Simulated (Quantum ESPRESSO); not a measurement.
CuO: projected density-of-states run (part 1 of 3)

The run: projected density-of-states run of CuO (P-6m2, 2 atoms in the cell). Method and program: Kohn-Sham DFT of a periodic cell, LDA, DFT+U, SSSP 1.3 efficiency PBE, no spin polarisation (Quantum ESPRESSO 7.5).

The structure was built on a prototype by a generator; it need not be a known phase.

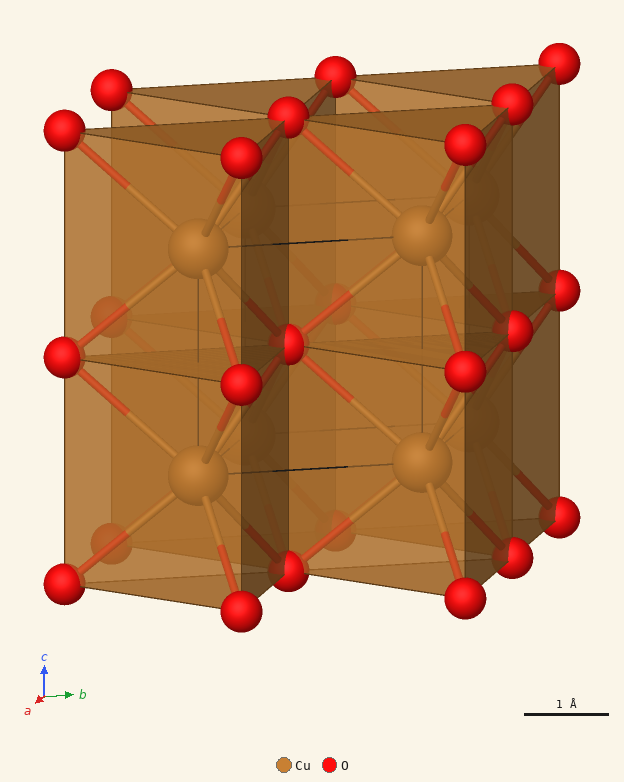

The input geometry (polyhedral view of the cell of the calculation, seen slightly off an axis; polyhedra are completed across the faces of the cell).

**Key numbers**

- outcome: converged
- space group (tolerance 0.01 Å): P-6m2 (187)
- electrons treated: 17
- free energy: −3381.9648 eV
- Fermi energy: 9.106 eV
- gap on the k-point mesh: none (metallic)
- pressure: −13.18 GPa
- largest force (length of the vector): under 0.001 eV/Å
- hardware: 1 thread of Intel Xeon @ 2.50GHz (Skylake/Cascade Lake), 96 GiB of memory available, shared host
- wall time: 65 s
- peak memory: 0.14 GiB

**Remarks**

The record of the run, not the program, notes: potentials made for another functional. Points of doubt noted for this run: potentials made for another functional. The run has no spin polarisation, so a magnetic state may lie lower.

**Input**
```
&CONTROL
  calculation = 'scf'
  prefix = 'pwscf'
  outdir = './tmp'
  pseudo_dir = './pseudo'
  tprnfor = .true.
  tstress = .true.
  disk_io = 'low'
/
&SYSTEM
  ibrav = 0
  nat = 2
  ntyp = 2
  ecutwfc = 55
  ecutrho = 440
  nbnd = 18
  input_dft = 'pz'
  occupations = 'smearing'
  smearing = 'fd'
  degauss = 0.00367493
/
&ELECTRONS
  conv_thr = 4d-10
  electron_maxstep = 120
  mixing_beta = 0.3
/
ATOMIC_SPECIES
Cu    63.5460 Cu.paw.z_11.ld1.psl.v1.0.0-low.upf
O     15.9990 O.pbe-n-kjpaw_psl.0.1.UPF
CELL_PARAMETERS bohr
   5.3598776583    0.0000000000    0.0000000000
  -2.6799388197    4.6417902158    0.0000000000
   0.0000000000    0.0000000000    5.2309750363
ATOMIC_POSITIONS bohr
Cu     0.0000000000    0.0000000000    0.0000000000
O      2.6799388323    1.5472634053    2.6154875181
K_POINTS automatic
11 11 10 0 0 0
HUBBARD {ortho-atomic}
U Cu-3d 4.0
```

**File pp_density.in**
```
&INPUTPP
  prefix = 'pwscf'
  outdir = './tmp'
  filplot = 'density.dat'
  plot_num = 0
/
&PLOT
  nfile = 1
  filepp(1) = 'density.dat'
  iflag = 3
  output_format = 6
  fileout = 'density.cube'
/
```

**File pp_potential.in**
```
&INPUTPP
  prefix = 'pwscf'
  outdir = './tmp'
  filplot = 'potential.dat'
  plot_num = 11
/
&PLOT
  nfile = 1
  filepp(1) = 'potential.dat'
  iflag = 3
  output_format = 6
  fileout = 'potential.cube'
/
```

**File nscf.in**
```
&CONTROL
  calculation = 'nscf'
  prefix = 'pwscf'
  outdir = './tmp'
  pseudo_dir = './pseudo'
  disk_io = 'low'
/
&SYSTEM
  ibrav = 0
  nat = 2
  ntyp = 2
  ecutwfc = 55
  ecutrho = 440
  nbnd = 18
  input_dft = 'pz'
  occupations = 'tetrahedra_opt'
/
&ELECTRONS
  conv_thr = 1d-08
  electron_maxstep = 120
  mixing_beta = 0.3
/
ATOMIC_SPECIES
Cu    63.5460 Cu.paw.z_11.ld1.psl.v1.0.0-low.upf
O     15.9990 O.pbe-n-kjpaw_psl.0.1.UPF
CELL_PARAMETERS bohr
   5.3598776583    0.0000000000    0.0000000000
  -2.6799388197    4.6417902158    0.0000000000
   0.0000000000    0.0000000000    5.2309750363
ATOMIC_POSITIONS bohr
Cu     0.0000000000    0.0000000000    0.0000000000
O      2.6799388323    1.5472634053    2.6154875181
K_POINTS automatic
17 17 15 0 0 0
HUBBARD {ortho-atomic}
U Cu-3d 4.0
```

**File projwfc.in**
```
&PROJWFC
  prefix = 'pwscf'
  outdir = './tmp'
  filpdos = 'p'
  Emin = -6
  Emax = 19
  DeltaE = 0.05
/
```

Launched with:
```bash
OMP_NUM_THREADS=1 pw.x -in pw.in > pw.out
OMP_NUM_THREADS=1 pp.x -in pp_density.in > pp_density.out
OMP_NUM_THREADS=1 pp.x -in pp_potential.in > pp_potential.out
OMP_NUM_THREADS=1 pw.x -in nscf.in > nscf.out
OMP_NUM_THREADS=1 projwfc.x -in projwfc.in > projwfc.out
```

**The program's output**
```
This program is part of the open-source Quantum ESPRESSO suite
     for quantum simulation of materials; please cite
         "P. Giannozzi et al., J. Phys.:Condens. Matter 21 395502 (2009);
         "P. Giannozzi et al., J. Phys.:Condens. Matter 29 465901 (2017);
         "P. Giannozzi et al., J. Chem. Phys. 152 154105 (2020);
          URL
     in publications or presentations arising from this work. More details at

     file Cu.paw.z_11.ld1.psl.v1.0.0-low.upf: wavefunction(s)  4S 3D renormalized
     file O.pbe-n-kjpaw_psl.0.1.UPF: wavefunction(s)  2P renormalized

     IMPORTANT: XC functional enforced from input :
     Exchange-correlation= PZ
                           (   1   1   0   0   0   0   0)
     Any further DFT definition will be discarded
     Please, verify this is what you really want

     Message from routine setup:
     using ibrav=0 with symmetry is DISCOURAGED, use correct ibrav instead

     G-vector sticks info
     --------------------
     sticks:   dense  smooth     PW     G-vecs:    dense   smooth      PW
     Sum         859     433    139                20213     7165    1279

     Using Slab Decomposition

     bravais-lattice index     =            0
     lattice parameter (alat)  =       5.3599  a.u.
     unit-cell volume          =     130.1437 (a.u.)^3
     number of atoms/cell      =            2
     number of atomic types    =            2
     number of electrons       =        17.00
     number of Kohn-Sham states=           18
     kinetic-energy cutoff     =      55.0000  Ry
     charge density cutoff     =     440.0000  Ry
     scf convergence threshold =      4.0E-10
     mixing beta               =       0.3000
     number of iterations used =            8  plain     mixing
     Exchange-correlation= PZ
                           (   1   1   0   0   0   0   0)
     Hubbard projectors: ortho-atomic
     Hubbard parameters of DFT+U (Dudarev formulation) in eV:
     U(Cu-3d) =  4.0000

     Internal variables: lda_plus_u =T, lda_plus_u_kind = 0

     Internal variables: orbital_resolved =F, hub_pot_fix =F, apply_U = F

     celldm(1)=   5.359878  celldm(2)=   0.000000  celldm(3)=   0.000000
     celldm(4)=   0.000000  celldm(5)=   0.000000  celldm(6)=   0.000000

     crystal axes: (cart. coord. in units of alat)
               a(1) = (   1.000000   0.000000   0.000000 )
               a(2) = (  -0.500000   0.866025   0.000000 )
               a(3) = (   0.000000   0.000000   0.975950 )

     reciprocal axes: (cart. coord. in units 2 pi/alat)
               b(1) = (  1.000000  0.577350 -0.000000 )
               b(2) = (  0.000000  1.154701  0.000000 )
               b(3) = (  0.000000 -0.000000  1.024642 )

     PseudoPot. # 1 for Cu read from file:
     Cu.paw.z_11.ld1.psl.v1.0.0-low.upf
     Pseudo is Projector augmented-wave + core cor, Zval = 11.0
     Generated using &quot;atomic&quot; code by A. Dal Corso  v.6.3MaX
     Shape of augmentation charge: PSQ
     Using radial grid of 1199 points,  6 beta functions with:
                l(1) =   0
                l(2) =   0
                l(3) =   1
                l(4) =   1
                l(5) =   2
                l(6) =   2
     Q(r) pseudized with 0 coefficients

     PseudoPot. # 2 for O  read from file:
     O.pbe-n-kjpaw_psl.0.1.UPF
     Pseudo is Projector augmented-wave + core cor, Zval =  6.0
     Generated using "atomic" code by A. Dal Corso  v.5.0.99 svn rev. 10869
     Shape of augmentation charge: BESSEL
     Using radial grid of 1095 points,  4 beta functions with:
                l(1) =   0
                l(2) =   0
                l(3) =   1
                l(4) =   1
     Q(r) pseudized with 0 coefficients

     atomic species   valence    mass     pseudopotential
     Cu               11.00    63.54600     Cu( 1.00)
     O                 6.00    15.99900     O ( 1.00)

     12 Sym. Ops. (no inversion) found

   Cartesian axes

     site n.     atom                  positions (alat units)
         1        Cu     tau(   1) = (   0.0000000   0.0000000   0.0000000  )
         2        O      tau(   2) = (   0.5000000   0.2886751   0.4879752  )

     number of k points=    96  Fermi-Dirac smearing, width (Ry)=  0.0037
                       cart. coord. in units 2pi/alat
        k(    1) = (   0.0000000   0.0000000   0.0000000), wk =   0.0016529
        k(    2) = (   0.0000000   0.0000000   0.1024642), wk =   0.0033058
        k(    3) = (   0.0000000   0.0000000   0.2049284), wk =   0.0033058
        k(    4) = (   0.0000000   0.0000000   0.3073927), wk =   0.0033058
        k(    5) = (   0.0000000   0.0000000   0.4098569), wk =   0.0033058
        k(    6) = (   0.0000000   0.0000000  -0.5123211), wk =   0.0016529
        k(    7) = (   0.0000000   0.1049728   0.0000000), wk =   0.0099174
        k(    8) = (   0.0000000   0.1049728   0.1024642), wk =   0.0198347
        k(    9) = (   0.0000000   0.1049728   0.2049284), wk =   0.0198347
        k(   10) = (   0.0000000   0.1049728   0.3073927), wk =   0.0198347
        k(   11) = (   0.0000000   0.1049728   0.4098569), wk =   0.0198347
        k(   12) = (   0.0000000   0.1049728  -0.5123211), wk =   0.0099174
        k(   13) = (   0.0000000   0.2099456   0.0000000), wk =   0.0099174
        k(   14) = (   0.0000000   0.2099456   0.1024642), wk =   0.0198347
        k(   15) = (   0.0000000   0.2099456   0.2049284), wk =   0.0198347
        k(   16) = (   0.0000000   0.2099456   0.3073927), wk =   0.0198347
        k(   17) = (   0.0000000   0.2099456   0.4098569), wk =   0.0198347
        k(   18) = (   0.0000000   0.2099456  -0.5123211), wk =   0.0099174
        k(   19) = (   0.0000000   0.3149183   0.0000000), wk =   0.0099174
        k(   20) = (   0.0000000   0.3149183   0.1024642), wk =   0.0198347
        k(   21) = (   0.0000000   0.3149183   0.2049284), wk =   0.0198347
        k(   22) = (   0.0000000   0.3149183   0.3073927), wk =   0.0198347
        k(   23) = (   0.0000000   0.3149183   0.4098569), wk =   0.0198347
        k(   24) = (   0.0000000   0.3149183  -0.5123211), wk =   0.0099174
        k(   25) = (   0.0000000   0.4198911   0.0000000), wk =   0.0099174
        k(   26) = (   0.0000000   0.4198911   0.1024642), wk =   0.0198347
        k(   27) = (   0.0000000   0.4198911   0.2049284), wk =   0.0198347
        k(   28) = (   0.0000000   0.4198911   0.3073927), wk =   0.0198347
        k(   29) = (   0.0000000   0.4198911   0.4098569), wk =   0.0198347
        k(   30) = (   0.0000000   0.4198911  -0.5123211), wk =   0.0099174
        k(   31) = (   0.0000000   0.5248639   0.0000000), wk =   0.0099174
        k(   32) = (   0.0000000   0.5248639   0.1024642), wk =   0.0198347
        k(   33) = (   0.0000000   0.5248639   0.2049284), wk =   0.0198347
        k(   34) = (   0.0000000   0.5248639   0.3073927), wk =   0.0198347
        k(   35) = (   0.0000000   0.5248639   0.4098569), wk =   0.0198347
        k(   36) = (   0.0000000   0.5248639  -0.5123211), wk =   0.0099174
        k(   37) = (   0.0909091   0.1574592   0.0000000), wk =   0.0099174
        k(   38) = (   0.0909091   0.1574592   0.1024642), wk =   0.0198347
        k(   39) = (   0.0909091   0.1574592   0.2049284), wk =   0.0198347
        k(   40) = (   0.0909091   0.1574592   0.3073927), wk =   0.0198347
        k(   41) = (   0.0909091   0.1574592   0.4098569), wk =   0.0198347
        k(   42) = (   0.0909091   0.1574592  -0.5123211), wk =   0.0099174
        k(   43) = (   0.0909091   0.2624319   0.0000000), wk =   0.0198347
        k(   44) = (   0.0909091   0.2624319   0.1024642), wk =   0.0396694
        k(   45) = (   0.0909091   0.2624319   0.2049284), wk =   0.0396694
        k(   46) = (   0.0909091   0.2624319   0.3073927), wk =   0.0396694
        k(   47) = (   0.0909091   0.2624319   0.4098569), wk =   0.0396694
        k(   48) = (   0.0909091   0.2624319  -0.5123211), wk =   0.0198347
        k(   49) = (   0.0909091   0.3674047   0.0000000), wk =   0.0198347
        k(   50) = (   0.0909091   0.3674047   0.1024642), wk =   0.0396694
        k(   51) = (   0.0909091   0.3674047   0.2049284), wk =   0.0396694
        k(   52) = (   0.0909091   0.3674047   0.3073927), wk =   0.0396694
        k(   53) = (   0.0909091   0.3674047   0.4098569), wk =   0.0396694
        k(   54) = (   0.0909091   0.3674047  -0.5123211), wk =   0.0198347
        k(   55) = (   0.0909091   0.4723775   0.0000000), wk =   0.0198347
        k(   56) = (   0.0909091   0.4723775   0.1024642), wk =   0.0396694
        k(   57) = (   0.0909091   0.4723775   0.2049284), wk =   0.0396694
        k(   58) = (   0.0909091   0.4723775   0.3073927), wk =   0.0396694
        k(   59) = (   0.0909091   0.4723775   0.4098569), wk =   0.0396694
        k(   60) = (   0.0909091   0.4723775  -0.5123211), wk =   0.0198347
        k(   61) = (   0.0909091   0.5773503   0.0000000), wk =   0.0099174
        k(   62) = (   0.0909091   0.5773503   0.1024642), wk =   0.0198347
        k(   63) = (   0.0909091   0.5773503   0.2049284), wk =   0.0198347
        k(   64) = (   0.0909091   0.5773503   0.3073927), wk =   0.0198347
        k(   65) = (   0.0909091   0.5773503   0.4098569), wk =   0.0198347
        k(   66) = (   0.0909091   0.5773503  -0.5123211), wk =   0.0099174
        k(   67) = (   0.1818182   0.3149183   0.0000000), wk =   0.0099174
        k(   68) = (   0.1818182   0.3149183   0.1024642), wk =   0.0198347
        k(   69) = (   0.1818182   0.3149183   0.2049284), wk =   0.0198347
        k(   70) = (   0.1818182   0.3149183   0.3073927), wk =   0.0198347
        k(   71) = (   0.1818182   0.3149183   0.4098569), wk =   0.0198347
        k(   72) = (   0.1818182   0.3149183  -0.5123211), wk =   0.0099174
        k(   73) = (   0.1818182   0.4198911   0.0000000), wk =   0.0198347
        k(   74) = (   0.1818182   0.4198911   0.1024642), wk =   0.0396694
        k(   75) = (   0.1818182   0.4198911   0.2049284), wk =   0.0396694
        k(   76) = (   0.1818182   0.4198911   0.3073927), wk =   0.0396694
        k(   77) = (   0.1818182   0.4198911   0.4098569), wk =   0.0396694
        k(   78) = (   0.1818182   0.4198911  -0.5123211), wk =   0.0198347
        k(   79) = (   0.1818182   0.5248639   0.0000000), wk =   0.0198347
        k(   80) = (   0.1818182   0.5248639   0.1024642), wk =   0.0396694
        k(   81) = (   0.1818182   0.5248639   0.2049284), wk =   0.0396694
        k(   82) = (   0.1818182   0.5248639   0.3073927), wk =   0.0396694
        k(   83) = (   0.1818182   0.5248639   0.4098569), wk =   0.0396694
        k(   84) = (   0.1818182   0.5248639  -0.5123211), wk =   0.0198347
        k(   85) = (   0.2727273   0.4723775   0.0000000), wk =   0.0099174
        k(   86) = (   0.2727273   0.4723775   0.1024642), wk =   0.0198347
        k(   87) = (   0.2727273   0.4723775   0.2049284), wk =   0.0198347
        k(   88) = (   0.2727273   0.4723775   0.3073927), wk =   0.0198347
        k(   89) = (   0.2727273   0.4723775   0.4098569), wk =   0.0198347
        k(   90) = (   0.2727273   0.4723775  -0.5123211), wk =   0.0099174
        k(   91) = (   0.2727273   0.5773503   0.0000000), wk =   0.0099174
        k(   92) = (   0.2727273   0.5773503   0.1024642), wk =   0.0198347
        k(   93) = (   0.2727273   0.5773503   0.2049284), wk =   0.0198347
        k(   94) = (   0.2727273   0.5773503   0.3073927), wk =   0.0198347
        k(   95) = (   0.2727273   0.5773503   0.4098569), wk =   0.0198347
        k(   96) = (   0.2727273   0.5773503  -0.5123211), wk =   0.0099174

     Dense  grid:    20213 G-vectors     FFT dimensions: (  36,  36,  36)

     Smooth grid:     7165 G-vectors     FFT dimensions: (  25,  25,  25)

     Initial potential from superposition of free atoms

     starting charge      16.9998, renormalised to      17.0000

     STARTING HUBBARD OCCUPATIONS:

     =================== HUBBARD OCCUPATIONS ===================
     ------------------------ ATOM    1 ------------------------
     Tr[ns(  1)] =   9.50000
     eigenvalues:
       0.950  0.950  0.950  0.950  0.950
     eigenvectors (columns):
       1.000  0.000  0.000  0.000  0.000
       0.000  1.000  0.000  0.000  0.000
       0.000  0.000  1.000  0.000  0.000
       0.000  0.000  0.000  1.000  0.000
       0.000  0.000  0.000  0.000  1.000
     occupation matrix ns (before diag.):
       0.950  0.000  0.000  0.000  0.000
       0.000  0.950  0.000  0.000  0.000
       0.000  0.000  0.950  0.000  0.000
       0.000  0.000  0.000  0.950  0.000
       0.000  0.000  0.000  0.000  0.950

     Number of occupied Hubbard levels =    9.5000

     Atomic wfc used for Hubbard projectors are orthogonalized

     Starting wfcs are   13 randomized atomic wfcs +    5 random wfcs

     Self-consistent Calculation

     iteration #  1     ecut=    55.00 Ry     beta= 0.30
     Davidson diagonalization with overlap
     ethr =  1.00E-02,  avg # of iterations =  5.5
```
